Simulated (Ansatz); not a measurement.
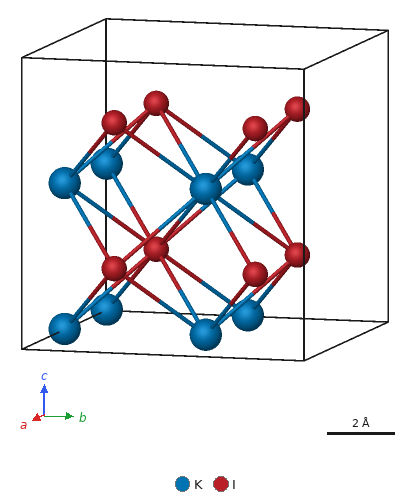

Starting frame of a dynamics run of a 16-atom cell of KI (set up in Pm-3m). Style: ball-and-stick. Shown: the simulation cell, slightly off an axis. Bonds to atoms that aren't drawn are left out.

Level of theory: Ansatz, DFT PBE, scalar-relativistic, plane waves, PAW.

The input:
```yaml
crystal:
  lattice:
    - [0.0, 0.0, -8.8594339673]
    - [0.0, -8.8594339673, 0.0]
    - [-8.8594339673, 0.0, 0.0]
  atoms:
    - { symbol: K, position: [0.5, 0.5, 0.5] }
    - { symbol: K, position: [0.0, 0.5, 0.5] }
    - { symbol: K, position: [0.5, 0.0, 0.5] }
    - { symbol: K, position: [0.0, 0.0, 0.5] }
    - { symbol: K, position: [0.5, 0.5, 0.0] }
    - { symbol: K, position: [0.0, 0.5, 0.0] }
    - { symbol: K, position: [0.5, 0.0, 0.0] }
    - { symbol: K, position: [0.0, 0.0, 0.0] }
    - { symbol: I, position: [0.25, 0.25, 0.25] }
    - { symbol: I, position: [0.75, 0.25, 0.25] }
    - { symbol: I, position: [0.25, 0.75, 0.25] }
    - { symbol: I, position: [0.75, 0.75, 0.25] }
    - { symbol: I, position: [0.25, 0.25, 0.75] }
    - { symbol: I, position: [0.75, 0.25, 0.75] }
    - { symbol: I, position: [0.25, 0.75, 0.75] }
    - { symbol: I, position: [0.75, 0.75, 0.75] }
basis:
  ecutwfc: 420
kpoints:
  mp_grid: { grid: [1, 1, 1], shift: [0.0, 0.0, 0.0] }
hamiltonian:
  xc: pbe
scf:
  occupations: { method: fermi_dirac, width: 0.2241 }
  lower_state_search: "off"
  convergence: { dr2_threshold: 1.0e-07 }
output:
  forces: true
  stress: true
md:
  timestep: 3.0
  n_steps: 73
  ensemble: npt_langevin
  temperature: 2600.0
  initial_velocities: maxwell_boltzmann
  seed: 81341
  friction: 0.005
  pressure: 10.0
```

Run as
```bash
ansatz run input.yaml --threads 4 --pin off --max-ram 5120MiB --backend cpu --events-out ev --progress --plain --runs-dir out
```

Q: Predict how the run goes.

A: Over the second half the temperature averages 2316 K (spread ±371 K). The potential energy is still drifting at the end, so the run hasn't reached equilibrium. The potential energy in the second half lies on average 520 meV per atom above the first frame. The mean pressure there is 13.4 GPa. The volume ends −30.8 % from the start. Root-mean-square distances from the starting positions over the second half, with the common drift of all atoms taken out: I 0.73 Å, K 0.73 Å. Against the typical shortest distance between atoms in the first frame, about 3.8 Å these are large excursions, but over 219 fs one can't yet tell strong vibration from the start of diffusion. The conserved quantity stays between −0.37 and 0.056 meV per atom of its start. A straight-line fit has a slope that amounts to −0.075 meV per atom over 219 fs (under 0.1 % of the mean kinetic energy), and the ripple about it is 0.2 % of the kinetic energy's fluctuation. With a drift under 2 % and a ripple under 7 %, the integration is accurate.

Along the run (each row but the first and the last is the mean over the interval that it begins):

```json
{"time (fs)": "0.0", "potential energy (meV/atom)": "0.0", "T (K)": "2438", "p (GPa)": "1.5"}
{"time (fs)": "21.0", "potential energy (meV/atom)": "26.0", "T (K)": "2720", "p (GPa)": "2.3"}
{"time (fs)": "42.0", "potential energy (meV/atom)": "86.5", "T (K)": "1953", "p (GPa)": "3.4"}
{"time (fs)": "63.0", "potential energy (meV/atom)": "179.0", "T (K)": "1892", "p (GPa)": "5.4"}
{"time (fs)": "84.0", "potential energy (meV/atom)": "258.7", "T (K)": "1660", "p (GPa)": "7.4"}
{"time (fs)": "105.0", "potential energy (meV/atom)": "325.1", "T (K)": "1824", "p (GPa)": "9.1"}
{"time (fs)": "126.0", "potential energy (meV/atom)": "410.5", "T (K)": "1920", "p (GPa)": "10.9"}
{"time (fs)": "147.0", "potential energy (meV/atom)": "475.0", "T (K)": "2559", "p (GPa)": "12.7"}
{"time (fs)": "168.0", "potential energy (meV/atom)": "565.9", "T (K)": "2662", "p (GPa)": "14.6"}
{"time (fs)": "189.0", "potential energy (meV/atom)": "668.7", "T (K)": "2244", "p (GPa)": "16.3"}
{"time (fs)": "210.0", "potential energy (meV/atom)": "688.1", "T (K)": "2570", "p (GPa)": "17.0"}
```

The paths of the atoms:

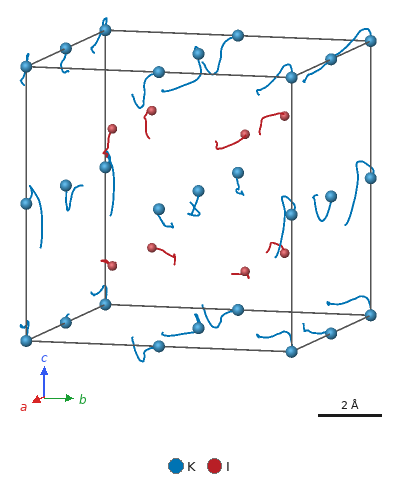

Cost: 3.3 min on 4 threads of Arm Neoverse N1 (shared host), peak memory 0.75 GiB.
